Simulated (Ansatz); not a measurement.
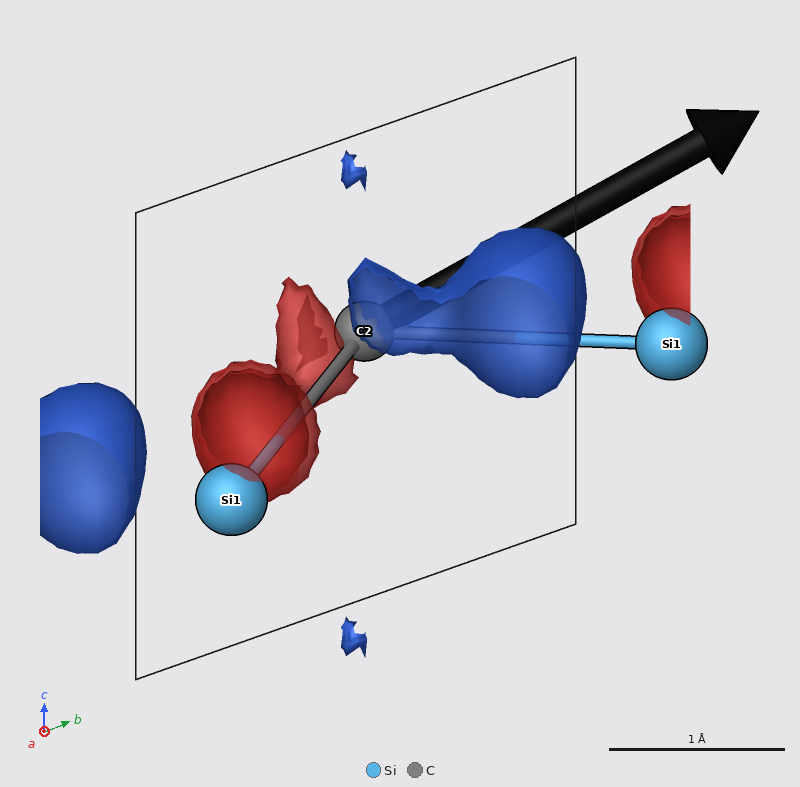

Figure 1: SiC. C2 was moved by 0.15 Å roughly along [−1 2 0] in the axes of the cell drawn (arrow, not to scale). Change of the density less the rigid motion of the neutral atom's own density: blue surfaces at +0.05 and red ones at −0.05 e/Å³, in the cell of the calculation (origin moved) seen along the a axis.

Space group F-43m; the calculation finds a residual pressure of about 6 GPa at this fixed cell.

Level of theory: Ansatz 0.2.0, DFT PBE, scalar-relativistic, plane waves, PAW.

Core electrons are frozen (PAW), so the fields are smoothed inside the atomic spheres.

Describe the electronic response.

Answer. About 0.15 e is rearranged in the cell. Outside the cores the largest gain, 0.12 e/Å³, lies 0.8 Å from a carbon nucleus and 1.0 Å from a silicon one, and the largest loss, 0.08 e/Å³, lies 1.0 Å from a silicon nucleus and 1.0 Å from a carbon one.

How much does the computed force on the atom change?

Answer. The force on it changes by 3.26 eV/Å along the move, against it: a stiffness of about 22 eV/Å² for this sublattice shift.
